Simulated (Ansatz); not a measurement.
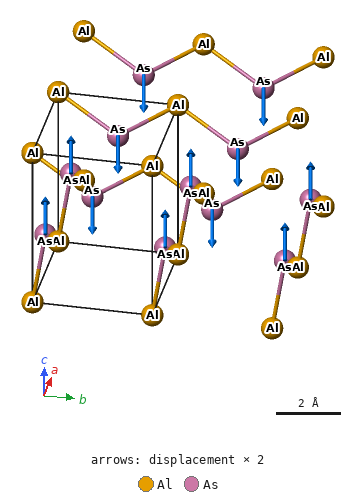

A relaxation of crystalline AlAs$_{2}$ (a generated structure, set up in P-4m2) (coarse preliminary run). The starting structure is drawn; blue arrows show the displacements (the part carried along by the change of the cell is left out), 2 times their true length.

The picture is a ball-and-stick view of the cell of the calculation, repeated 2 × 2 × 1 with one cell outlined, seen from a free direction.

Method: DFT PBE, scalar-relativistic, plane waves, PAW in Ansatz. Set-up: plane-wave cutoff 420 eV; k-point mesh 4 × 4 × 4; occupations gaussian; smearing width 0.1 eV; no spin polarisation; cell and atoms relaxed; force threshold 0.04 eV/Å; at most 70 steps.

What did the optimiser do to the structure, and how much energy did it gain?

The largest moves relative to the cell, 0.70 Å, are those of As atoms. Al stays in place. The volume changes by −23.7 %, with a = b 3.881 → 3.915 Å (+0.9 %), c 5.488 → 4.115 Å (−25.0 %). Among the contacts that change: Al–As 4.551 → 3.086 Å, As–As 3.881 → 2.845 Å, Al–As 2.376 → 2.613 Å. Among the angles between lasting bonds that change: As–Al–As 109.5° → 97.0°, Al–As–Al 109.5° → 97.0°, As–Al–As 109.5° → 116.0°. The space group stays P-4m2 (No. 115). Over 9 accepted moves (11 points after the start) the energy falls by 380 meV per atom. Largest force component: 0.79 eV/Å at the start, 0.0093 eV/Å at the end. The pressure goes from 1.38 to −0.02 GPa. The line search rejected the trial step at point 7 of the run. At 1 point the geometry stayed and the basis and grid were re-selected for the new cell (energy shift of 0.3 meV per atom at most each time). Cost: 43 s on 1 thread of Arm Neoverse V1 (shared host), peak memory 0.35 GiB.

Limits of the set-up: the k-point mesh is coarse for a cell with partly filled bands.
